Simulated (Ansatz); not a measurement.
SiNi2 (slab)

The calculation's input:

```
crystal:
  lattice:
    - [3.8684636528, 0.0, 0.0]
    - [0.0, 4.9169852583, 0.0]
    - [0.0, 0.0, 27.2840219222]
  atoms:
    - { symbol: Ni, position: [0.5, 0.0, 0.2748861594] }
    - { symbol: Ni, position: [0.5, 0.5, 0.2748861594] }
    - { symbol: Si, position: [0.0, 0.25, 0.3158159486] }
    - { symbol: Ni, position: [0.0, 0.75, 0.3158159486] }
    - { symbol: Si, position: [0.5, 0.75, 0.3567457378] }
    - { symbol: Ni, position: [0.5, 0.25, 0.3567457378] }
    - { symbol: Ni, position: [0.0, 0.0, 0.397675527] }
    - { symbol: Ni, position: [0.0, 0.5, 0.397675527] }
    - { symbol: Si, position: [0.5, 0.25, 0.4386053162] }
    - { symbol: Ni, position: [0.5, 0.75, 0.4386053162] }
    - { symbol: Si, position: [0.0, 0.75, 0.4795351054] }
    - { symbol: Ni, position: [0.0, 0.25, 0.4795351054] }
    - { symbol: Ni, position: [0.5, 0.0, 0.5204648946] }
    - { symbol: Ni, position: [0.5, 0.5, 0.5204648946] }
    - { symbol: Si, position: [0.0, 0.25, 0.5613946838] }
    - { symbol: Ni, position: [0.0, 0.75, 0.5613946838] }
    - { symbol: Si, position: [0.5, 0.75, 0.602324473] }
    - { symbol: Ni, position: [0.5, 0.25, 0.602324473] }
    - { symbol: Ni, position: [0.0, 0.0, 0.6432542622] }
    - { symbol: Ni, position: [0.0, 0.5, 0.6432542622] }
    - { symbol: Si, position: [0.5, 0.25, 0.6841840514] }
    - { symbol: Ni, position: [0.5, 0.75, 0.6841840514] }
    - { symbol: Si, position: [0.0, 0.75, 0.7251138406] }
    - { symbol: Ni, position: [0.0, 0.25, 0.7251138406] }
basis:
  ecutwfc: 420
kpoints:
  mp_grid: { grid: [9, 7, 1] }
hamiltonian:
  xc: pbesol
scf:
  occupations: { method: gaussian, width: 0.1 }
output:
  forces: true
  stress: true
  eigenvalues: true
  write_density: true
  write_potential: true
  elf: true
  volumetric_format: npy
efield:
  axis: 3
  dipole_correction: true
  ramp_width: 0.04
```

Launched as:

```sh
ansatz run input.yaml --threads 4 --pin off --max-ram 10240MiB --backend cpu --events-out ev --progress --plain --runs-dir out
```

Not relaxed (largest force 1.7 eV/Å); computed without spin polarisation.

Level of theory: DFT PBEsol, scalar-relativistic, plane waves, PAW (Ansatz 0.2.0).

> What will maps of the valence pseudo-density and electron localisation function show?

Si–Ni (2.23 Å): the density is about 0.53 e/Å³ at the midpoint; the ELF peaks at about 0.70 in the valence shell of Si, 0.9 Å from its nucleus, and is about 0.50 at the midpoint.

> Metal or insulator at this level of theory?

It is gapless in this calculation (a metal or semimetal).

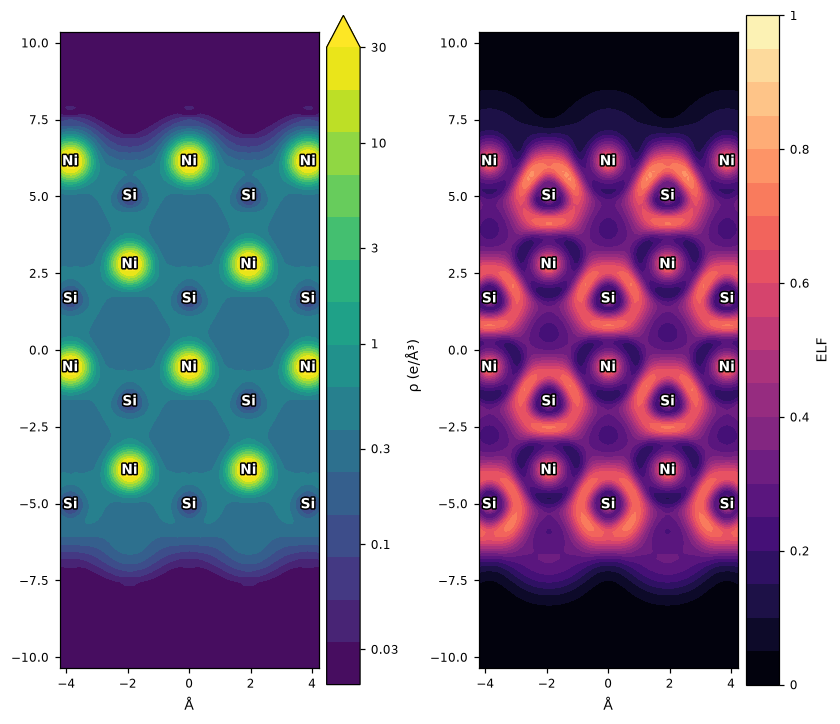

Computed valence pseudo-density and electron localisation function on the (010) plane of the calculation cell, a cut from vacuum to vacuum, in this order. 
